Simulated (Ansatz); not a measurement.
The calculation's input:

```
crystal:
  lattice:
    - [3.7607248978, 0.0, 0.0]
    - [0.0, 8.1290185477, 0.0]
    - [0.0, 0.0, 25.4750997367]
  atoms:
    - { symbol: Se, position: [0.0, 0.4786462973, 0.294405128] }
    - { symbol: Pt, position: [0.5, 0.6789607288, 0.3087857826] }
    - { symbol: Se, position: [0.0, 0.8792751604, 0.3231664371] }
    - { symbol: Se, position: [0.5, 0.1576070261, 0.370890815] }
    - { symbol: Pt, position: [0.0, 0.3579214576, 0.3852714695] }
    - { symbol: Se, position: [0.5, 0.5582358892, 0.399652124] }
    - { symbol: Se, position: [0.0, 0.8365677549, 0.447376502] }
    - { symbol: Pt, position: [0.5, 0.0368821864, 0.4617571565] }
    - { symbol: Se, position: [0.0, 0.237196618, 0.476137811] }
    - { symbol: Se, position: [0.5, 0.5155284837, 0.523862189] }
    - { symbol: Pt, position: [0.0, 0.7158429152, 0.5382428435] }
    - { symbol: Se, position: [0.5, 0.9161573468, 0.552623498] }
    - { symbol: Se, position: [0.0, 0.1944892125, 0.600347876] }
    - { symbol: Pt, position: [0.5, 0.394803644, 0.6147285305] }
    - { symbol: Se, position: [0.0, 0.5951180756, 0.629109185] }
    - { symbol: Se, position: [0.5, 0.8734499413, 0.6768335629] }
    - { symbol: Pt, position: [0.0, 0.0737643729, 0.6912142174] }
    - { symbol: Se, position: [0.5, 0.2740788044, 0.705594872] }
basis:
  ecutwfc: 420
kpoints:
  mp_grid: { grid: [9, 5, 1] }
hamiltonian:
  xc: pbesol
scf:
  occupations: { method: gaussian, width: 0.1 }
output:
  forces: true
  eigenvalues: true
  write_density: true
  write_potential: true
  elf: true
  volumetric_format: npy
relax:
  adjacent_minimum: "off"
  f_tol: 0.02
  max_steps: 60
efield:
  axis: 3
  dipole_correction: true
  ramp_width: 0.04
```

Run with:

```sh
ansatz run input.yaml --threads 4 --pin off --max-ram 10240MiB --backend cpu --events-out ev --progress --plain --runs-dir out
```

The fields are those of the run's last geometry, not of the input's.

Computed with DFT PBEsol, scalar-relativistic, plane waves, PAW in Ansatz.

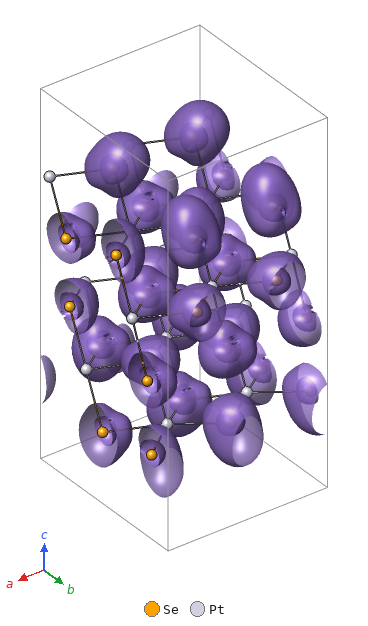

PtSe$_{2}$ (slab). Isosurface of the ELF at 0.65 (purple), seen at an oblique angle. Core shells and regions of very low density are left out. Sticks mark near contacts.

In a PAW calculation such maps are meaningful between the atoms, not at the nuclei.

What do the ELF domains correspond to?

Answer. The ELF exceeds this value in twelve regions wrapped around Se (the valence shell of each), counted in one cell of 18 atoms. Counts are for one cell; the picture repeats the cell along the surface. Profiles from the grid: Pt–Se (2.44 Å): the ELF is about 0.45 at the midpoint. Pt–Se (2.49 Å): the ELF is about 0.45 at the midpoint.
